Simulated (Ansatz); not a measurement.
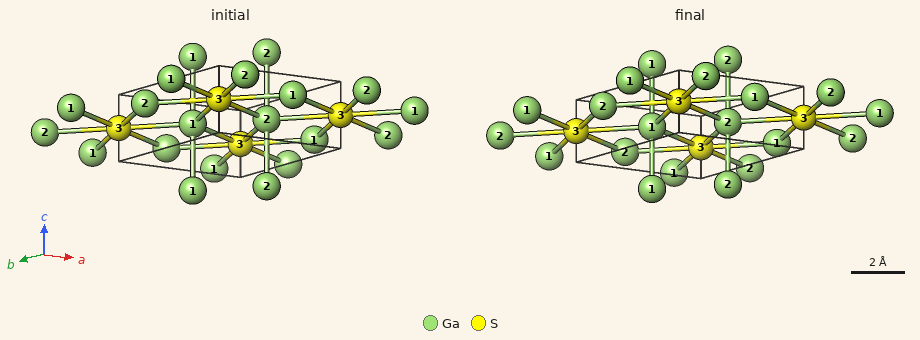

The structure of solid Ga₂S (a generated structure, set up in P6/mmm) before (left) and after (right) a relaxation, at one scale.

Style: ball-and-stick. Shown: the cell of the calculation, from a free direction.

Level of theory: DFT PBE, scalar-relativistic, plane waves, PAW in Ansatz 0.2.0.

Input file:
```yaml
crystal:
  lattice:
    - [4.9277566093, 0.0, 0.0]
    - [-2.4638783046, 4.2675624073, 0.0]
    - [0.0, 0.0, 2.7075300219]
  atoms:
    - { symbol: Ga, position: [0.3333333333, 0.6666666667, 0.5] }
    - { symbol: Ga, position: [0.6666666667, 0.3333333333, 0.5] }
    - { symbol: S, position: [0.0, 0.0, 0.5] }
basis:
  ecutwfc: 420
kpoints:
  mp_grid: { grid: [12, 12, 18] }
hamiltonian:
  xc: pbe
scf:
  occupations: { method: gaussian, width: 0.1 }
output:
  forces: true
  stress: true
  eigenvalues: true
relax:
  adjacent_minimum: "off"
  f_tol: 0.01
  max_steps: 80
  cell: { stress_tol: 0.05 }
```

Command:
```bash
ansatz run input.yaml --threads 1 --pin off --max-ram 2048MiB --backend cpu --events-out ev --progress --plain --runs-dir out
```

What changed between the two?

Answer. After 4 accepted moves (6 points after the start) the energy has fallen by 70.8 meV per cell of the calculation. All forces vanish by symmetry, so only the cell relaxes. Pressure: −0.65 GPa at the start and −0.03 GPa at the end. The line search rejected the trial step at point 3 of the run. At 1 point the geometry stayed and the basis and grid were re-selected for the new cell (energy shift of 0.2 meV per cell of the calculation at most each time). No atom moves by more than 0.005 Å relative to the cell. The volume changes by −1.8 %, with a = b 4.928 → 5.057 Å (+2.6 %), c 2.708 → 2.526 Å (−6.7 %). Among the contacts that change: Ga1–Ga1 2.708 → 2.526 Å, Ga1–S3 2.845 → 2.920 Å. The space group stays P6/mmm (No. 191). Cost: 66 s on 1 thread of Intel(R) Xeon(R) Platinum 8488C (Sapphire Rapids), with other jobs on the host, peak memory 0.53 GiB.
